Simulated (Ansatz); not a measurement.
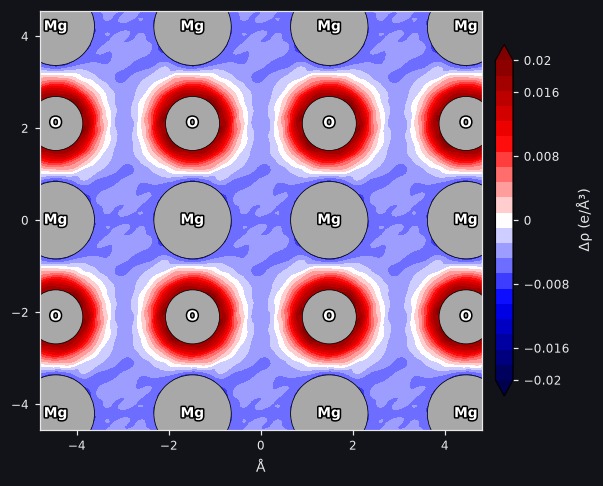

MgO. Difference of the valence pseudo-densities of two functionals at the same geometry, on the (101̄) plane of the calculation cell: r2SCAN less PBE.

Both computed with Ansatz (plane waves, PAW), on the same k-point mesh. Grey discs cover the atomic cores.

Q: Where does the change of functional move the electrons?

A: Against PBE, r2SCAN gives more density around O (+0.014 e/Å³ on average at 0.7 Å from the nucleus).
